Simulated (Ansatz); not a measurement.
## Geometry relaxation of Ta₄C₃ (part 2 of 2)

The same run, continued: Ta₄C₃ (7 atoms in the cell); DFT PBEsol, scalar-relativistic, plane waves, PAW (Ansatz 0.2.0); cutoff 420 eV, 12×12×12 k-mesh, Fermi–Dirac smearing of 0.15 eV. The structure derives from a Materials Project entry. The run did not end well. It belongs to a series of runs on one base structure; here: elastic constants, atoms relaxed.

Geometry of the input (Å; fractional positions):
```
1.5520  0.8960  10.1582
-1.5520  0.8960  10.1582
0.0000  -1.7921  10.1582
Ta 0.3735  0.3735  0.3735
Ta 0.6244  0.6244  0.6244
Ta 0.2096  0.2096  0.2096
Ta 0.7944  0.7944  0.7944
C  0.5027  0.5027  0.5027
C  0.9960  0.9960  0.9960
C  0.0846  0.0846  0.0846
```

Output, continued:
```
relax step   2: F+E_penalty+E_count = -39970.61138721 eV  Δ(F+E_penalty+E_count) = -1.701e-4 eV  max|allowed force component| = 7.269e-3 eV/Å  Δτ_max = 0.0042 Å  (10 SCF iters, accepted)
preconditioner: auto → Kerker (q_TF=auto, 2.601 Å⁻¹)  [metal: Δε(μ)=0.006 eV  Ē_g=8.414 eV  σ=0.150 eV  W_gap=0.01  n_scr=32 (ndim 8)  ℏωp=22.8 eV  f_vac=0.000  D(μ)=2.08/eV (n_scr^D=6)]
SCF 16 converged in 9 iterations: F = -39970.611394 eV  dr2 = 1.23e-14
relax step   3: F+E_penalty+E_count = -39970.61139359 eV  Δ(F+E_penalty+E_count) = -6.381e-6 eV  max|allowed force component| = 3.131e-3 eV/Å  Δτ_max = 0.0007 Å  (9 SCF iters, accepted)
SCF iter   1: F=—  HF=-39970.611419 eV  |F-HF|=—  |Δ(HF+E_count)|=         —  Δρ=2.17e-5  dr2=2.09e-6  ethr=9.69e-9  ⟨swp⟩=8.3  Hψ=66022  notcnv=0
SCF iter   2: F=—  HF=-39970.611394 eV  |F-HF|=—  |Δ(HF+E_count)|=   2.47e-5  Δρ=1.02e-5  dr2=4.20e-7  ethr=3.27e-9  ⟨swp⟩=1.0  Hψ=24276  notcnv=0
SCF iter   3: F=—  HF=-39970.611394 eV  |F-HF|=—  |Δ(HF+E_count)|=   3.44e-8  Δρ=2.44e-6  dr2=1.59e-8  ethr=6.57e-10  ⟨swp⟩=1.0  Hψ=20463  notcnv=0
SCF iter   4: F=—  HF=-39970.611394 eV  |F-HF|=—  |Δ(HF+E_count)|=   2.75e-9  Δρ=6.54e-7  dr2=1.16e-9  ethr=2.49e-11  ⟨swp⟩=2.6  Hψ=27448  notcnv=0
SCF iter   5: F=—  HF=-39970.611394 eV  |F-HF|=—  |Δ(HF+E_count)|=  1.60e-10  Δρ=2.51e-7  dr2=1.55e-10  ethr=1.81e-12  ⟨swp⟩=2.1  Hψ=27170  notcnv=0
SCF iter   6: F=—  HF=-39970.611394 eV  |F-HF|=—  |Δ(HF+E_count)|=  1.46e-11  Δρ=5.84e-8  dr2=3.23e-12  ethr=2.43e-13 (applied; sched 1.00e-12)  ⟨swp⟩=2.2  Hψ=26164  notcnv=0
SCF iter   7: F=—  HF=-39970.611394 eV  |F-HF|=—  |Δ(HF+E_count)|=  1.46e-11  Δρ=1.43e-8  dr2=3.22e-13  ethr=5.04e-15 (applied; sched 1.00e-12)  ⟨swp⟩=2.1  Hψ=28232  notcnv=0  defer=5
SCF iter   8: F=-39970.611394 eV  HF=-39970.611394 eV  |F-HF|=7.28e-12  |Δ(HF+E_count)|=  1.46e-11  Δρ=5.20e-9  dr2=6.17e-14  ethr=1.00e-12  ⟨swp⟩=4.0  Hψ=61160  notcnv=0
SCF 17 converged in 8 iterations: F = -39970.611394 eV  dr2 = 6.17e-14
relax step   4: F+E_penalty+E_count = -39970.61139423 eV  Δ(F+E_penalty+E_count) = -6.315e-7 eV  max|allowed force component| = 4.924e-4 eV/Å  Δτ_max = 0.0002 Å  (8 SCF iters, accepted)
```

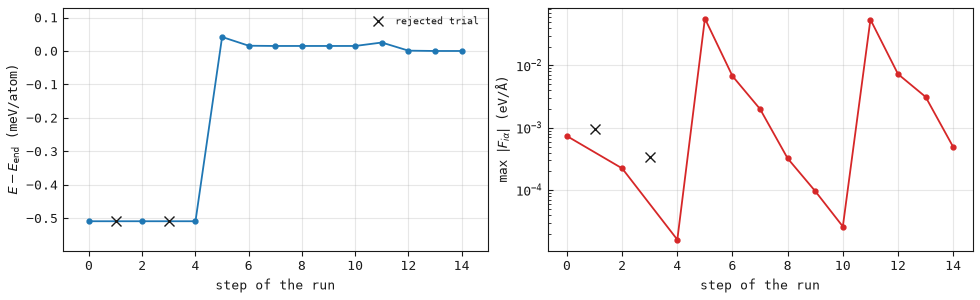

Figure 1. Progress of the relaxation, step by step (the first geometry is step 0 here and step 1 in the log). The run was cut off at its time limit before the relaxation converged, so the last structure is only a point on the way. The atom that moves furthest is Ta3 (0.004 Å). By element the largest moves are Ta 0.004 Å, C 0.003 Å. The cell stays as it was. Among the contacts that change: Ta2–Ta3 3.061 → 3.067 Å. The space group stays R3m (No. 160). Over 14 geometry steps the energy rises by 0.5 meV per atom. The largest force component goes from 0.00073 to 0.00049 eV/Å. The line search rejected the trial steps at points 1, 3 (counted from 0) and went back. (Atoms are counted from 1 in the order of the input.)

```
Step cancelled. What follows is not a result of the run: it is the report of the last solve that finished, which converged after 8 SCF iterations.
Free energy (F): -39970.611394 eV
Harris-Foulkes:  -39970.611394 eV  (|F-HF|=7.28e-12)
Internal energy: -39970.449633 eV  (E = F + TS)
E sigma→0 (E₀):  -39970.530514 eV
Entropy (-TS):   -0.161761 eV (-23.109 meV/atom)
Fermi energy:    19.131845 eV
--- Per-component energies (eV) ---
  E_band       = -322.896982
  E_kinetic    = 1737.027586
  E_local      = -2364.391210  (includes V_loc(G=0)·N_el)
  E_nonlocal   = 148.621700
  E_hartree    = 818.933131
  E_xc         = -1016.006848
  E_vxc        = -999.664806  (∫ρ·V_xc dr)
  E_paw        = -33376.584669  (= ΣΔE_a)
  E_vpaw       = -482.357133  (= ΣTr[D̂ρ^β])
  E_aug_tail   = 0.000619  (compensation charges beyond the density's cutoff)
  E_ewald      = -5918.967830
  E_core_change = 0.917887  (= ΣΔE_core)
  E_smearing   = -0.161761  (= −TS)
  E_closure    = 0.000000  (closes the sum)
  Σ components = -39970.611394   (vs F -39970.611394, Δ=0.00e0)
--- Forces (eV/Å), atoms counted from 1 ---
  atom   1  Ta    -0.00000000     0.00007716    -0.00002278
  atom   2  Ta     0.00000000    -0.00004581     0.00033897
  atom   3  Ta     0.00000000     0.00009138    -0.00019947
  atom   4  Ta    -0.00000000    -0.00025653    -0.00028681
  atom   5  C     -0.00000000     0.00004265     0.00049237
  atom   6  C     -0.00000000     0.00010230    -0.00008410
  atom   7  C     -0.00000000    -0.00001115    -0.00023823
  max |Σ_I F_I| component: 3.93e-8 eV/Å
End of that report.
Error: SIGTERM received: cancelled by the caller after 4 completed ionic steps
```

Trajectory as extended XYZ (Å, eV, eV/Å), 13 of the 15 frames kept, from step=1 to step=4:
```
7
Lattice="1.5520 0.8960 10.1582 -1.5520 0.8960 10.1582 0.0000 -1.7921 10.1582" Properties=species:S:1:pos:R:3:forces:R:3 step=1 energy=-39970.61496
Ta    0.0000    0.0000   11.3816    0.0000   0.0000  -0.0002
Ta    0.0000    0.0000   19.0270    0.0000   0.0000   0.0007
Ta    0.0000    0.0000    6.3872    0.0000   0.0000  -0.0004
Ta    0.0000    0.0000   24.2081    0.0000   0.0000  -0.0003
C     0.0000    0.0000   15.3185    0.0000   0.0000   0.0003
C     0.0000    0.0000   30.3521    0.0000   0.0000  -0.0004
C     0.0000    0.0000    2.5767    0.0000   0.0000   0.0002
7
Lattice="1.5520 0.8960 10.1582 -1.5520 0.8960 10.1582 0.0000 -1.7921 10.1582" Properties=species:S:1:pos:R:3:forces:R:3 step=2 energy=-39970.61496 accepted=F
Ta    0.0000    0.0000   11.3816    0.0000   0.0000   0.0001
Ta    0.0000    0.0000   19.0271    0.0000   0.0000  -0.0009
Ta    0.0000    0.0000    6.3872    0.0000   0.0000   0.0008
Ta    0.0000    0.0000   24.2080    0.0000   0.0000   0.0000
C     0.0000    0.0000   15.3184    0.0000   0.0000   0.0003
C     0.0000    0.0000   30.3521    0.0000   0.0000  -0.0003
C     0.0000    0.0000    2.5766    0.0000   0.0000   0.0000
7
Lattice="1.5520 0.8960 10.1582 -1.5520 0.8960 10.1582 0.0000 -1.7921 10.1582" Properties=species:S:1:pos:R:3:forces:R:3 step=3 energy=-39970.61496
Ta    0.0000    0.0000   11.3816    0.0000   0.0000   0.0000
Ta    0.0000    0.0000   19.0270    0.0000   0.0000   0.0001
Ta    0.0000    0.0000    6.3872    0.0000   0.0000   0.0000
Ta    0.0000    0.0000   24.2080    0.0000   0.0000  -0.0001
C     0.0000    0.0000   15.3185    0.0000   0.0000   0.0002
C     0.0000    0.0000   30.3521    0.0000   0.0000  -0.0002
C     0.0000    0.0000    2.5767    0.0000   0.0000   0.0001
7
Lattice="1.5520 0.8960 10.1582 -1.5520 0.8960 10.1582 0.0000 -1.7921 10.1582" Properties=species:S:1:pos:R:3:forces:R:3 step=5 energy=-39970.61496
Ta    0.0000    0.0000   11.3816    0.0000   0.0000   0.0000
Ta    0.0000    0.0000   19.0270    0.0000   0.0000   0.0000
Ta    0.0000    0.0000    6.3872    0.0000   0.0000   0.0000
Ta    0.0000    0.0000   24.2080    0.0000   0.0000   0.0000
C     0.0000    0.0000   15.3185    0.0000   0.0000   0.0000
C     0.0000    0.0000   30.3521    0.0000   0.0000   0.0000
C     0.0000    0.0000    2.5767    0.0000   0.0000   0.0000
7
Lattice="1.5520 0.8960 10.1582 -1.5520 0.8960 10.1582 0.0000 -1.7921 10.1582" Properties=species:S:1:pos:R:3:forces:R:3 step=1 energy=-39970.61110
Ta    0.0000    0.0000   11.3816    0.0000  -0.0008  -0.0004
Ta    0.0000    0.0000   19.0270    0.0000   0.0114  -0.0566
Ta    0.0000    0.0000    6.3872    0.0000   0.0241   0.0434
Ta    0.0000    0.0000   24.2080    0.0000  -0.0038  -0.0079
C     0.0000    0.0000   15.3185    0.0000   0.0044  -0.0007
C     0.0000    0.0000   30.3521    0.0000  -0.0222   0.0257
C     0.0000    0.0000    2.5767    0.0000  -0.0131  -0.0037
7
Lattice="1.5520 0.8960 10.1582 -1.5520 0.8960 10.1582 0.0000 -1.7921 10.1582" Properties=species:S:1:pos:R:3:forces:R:3 step=2 energy=-39970.61128
Ta    0.0000   -0.0016   11.3811    0.0000  -0.0010   0.0003
Ta    0.0000   -0.0012   19.0249    0.0000   0.0029  -0.0035
Ta    0.0000    0.0033    6.3892    0.0000   0.0047  -0.0032
Ta    0.0000    0.0006   24.2083    0.0000   0.0003  -0.0067
C     0.0000    0.0022   15.3190    0.0000  -0.0017   0.0036
C     0.0000   -0.0022   30.3522    0.0000  -0.0045   0.0038
C     0.0000   -0.0011    2.5764    0.0000  -0.0007   0.0057
7
Lattice="1.5520 0.8960 10.1582 -1.5520 0.8960 10.1582 0.0000 -1.7921 10.1582" Properties=species:S:1:pos:R:3:forces:R:3 step=3 energy=-39970.61129
Ta    0.0000   -0.0020   11.3812    0.0000  -0.0005  -0.0020
Ta    0.0000   -0.0014   19.0248    0.0000   0.0007   0.0002
Ta    0.0000    0.0039    6.3890    0.0000   0.0004  -0.0005
Ta    0.0000    0.0007   24.2082    0.0000   0.0005  -0.0015
C     0.0000    0.0025   15.3190    0.0000  -0.0010   0.0016
C     0.0000   -0.0026   30.3524    0.0000  -0.0005   0.0015
C     0.0000   -0.0012    2.5766    0.0000   0.0004   0.0007
7
Lattice="1.5520 0.8960 10.1582 -1.5520 0.8960 10.1582 0.0000 -1.7921 10.1582" Properties=species:S:1:pos:R:3:forces:R:3 step=4 energy=-39970.61129
Ta    0.0000   -0.0020   11.3812    0.0000  -0.0002  -0.0001
Ta    0.0000   -0.0013   19.0248    0.0000   0.0002  -0.0002
Ta    0.0000    0.0040    6.3890    0.0000  -0.0002  -0.0003
Ta    0.0000    0.0007   24.2081    0.0000   0.0002  -0.0001
C     0.0000    0.0025   15.3190    0.0000  -0.0001   0.0002
C     0.0000   -0.0026   30.3524    0.0000   0.0000   0.0002
C     0.0000   -0.0012    2.5766    0.0000   0.0001   0.0002
7
Lattice="1.5520 0.8960 10.1582 -1.5520 0.8960 10.1582 0.0000 -1.7921 10.1582" Properties=species:S:1:pos:R:3:forces:R:3 step=5 energy=-39970.61129
Ta    0.0000   -0.0020   11.3812    0.0000   0.0000   0.0000
Ta    0.0000   -0.0013   19.0248    0.0000   0.0001   0.0000
Ta    0.0000    0.0039    6.3890    0.0000   0.0000   0.0000
Ta    0.0000    0.0007   24.2081    0.0000   0.0000   0.0000
C     0.0000    0.0025   15.3191    0.0000   0.0000   0.0000
C     0.0000   -0.0026   30.3524    0.0000  -0.0001   0.0000
C     0.0000   -0.0012    2.5766    0.0000   0.0000   0.0000
7
Lattice="1.5520 0.8960 10.1582 -1.5520 0.8960 10.1582 0.0000 -1.7921 10.1582" Properties=species:S:1:pos:R:3:forces:R:3 step=6 energy=-39970.61129
Ta    0.0000   -0.0020   11.3812    0.0000   0.0000   0.0000
Ta    0.0000   -0.0013   19.0248    0.0000   0.0000   0.0000
Ta    0.0000    0.0039    6.3890    0.0000   0.0000   0.0000
Ta    0.0000    0.0007   24.2081    0.0000   0.0000   0.0000
C     0.0000    0.0025   15.3191    0.0000   0.0000   0.0000
C     0.0000   -0.0026   30.3524    0.0000   0.0000   0.0000
C     0.0000   -0.0012    2.5766    0.0000   0.0000   0.0000
7
Lattice="1.5520 0.8960 10.1582 -1.5520 0.8960 10.1582 0.0000 -1.7921 10.1582" Properties=species:S:1:pos:R:3:forces:R:3 step=2 energy=-39970.61139
Ta    0.0000    0.0016   11.3821    0.0000   0.0009   0.0008
Ta    0.0000    0.0016   19.0297    0.0000  -0.0040  -0.0041
Ta    0.0000   -0.0038    6.3853    0.0000   0.0014   0.0000
Ta    0.0000   -0.0005   24.2078    0.0000  -0.0018  -0.0014
C     0.0000   -0.0022   15.3174    0.0000  -0.0024   0.0071
C     0.0000    0.0024   30.3523    0.0000   0.0031  -0.0073
C     0.0000    0.0009    2.5764    0.0000   0.0028   0.0048
7
Lattice="1.5520 0.8960 10.1582 -1.5520 0.8960 10.1582 0.0000 -1.7921 10.1582" Properties=species:S:1:pos:R:3:forces:R:3 step=3 energy=-39970.61139
Ta    0.0000    0.0019   11.3819    0.0000   0.0003   0.0019
Ta    0.0000    0.0012   19.0292    0.0000   0.0009   0.0015
Ta    0.0000   -0.0039    6.3855    0.0000   0.0015  -0.0007
Ta    0.0000   -0.0006   24.2081    0.0000  -0.0004  -0.0031
C     0.0000   -0.0024   15.3180    0.0000  -0.0004   0.0013
C     0.0000    0.0026   30.3517    0.0000  -0.0012   0.0000
C     0.0000    0.0013    2.5767    0.0000  -0.0007  -0.0009
7
Lattice="1.5520 0.8960 10.1582 -1.5520 0.8960 10.1582 0.0000 -1.7921 10.1582" Properties=species:S:1:pos:R:3:forces:R:3 step=4 energy=-39970.61139
Ta    0.0000    0.0018   11.3820    0.0000   0.0001   0.0000
Ta    0.0000    0.0012   19.0293    0.0000   0.0000   0.0003
Ta    0.0000   -0.0038    6.3854    0.0000   0.0001  -0.0002
Ta    0.0000   -0.0007   24.2080    0.0000  -0.0003  -0.0003
C     0.0000   -0.0023   15.3179    0.0000   0.0000   0.0005
C     0.0000    0.0025   30.3518    0.0000   0.0001  -0.0001
C     0.0000    0.0012    2.5767    0.0000   0.0000  -0.0002
```

Outcome:

- outcome: stopped at the time limit
- space group (tolerance 0.01 Å): R3m (160)
- final cell: a = 10.315 Å, b = 10.315 Å, c = 10.315 Å, α = 17.31°, β = 17.31°, γ = 17.31°
- wall time: 24 min (CPU time 48 min)
- peak memory: 1.9 GiB

The run was cut off by its time limit, so the output is incomplete. Results for this metal are sensitive to the k-point mesh.
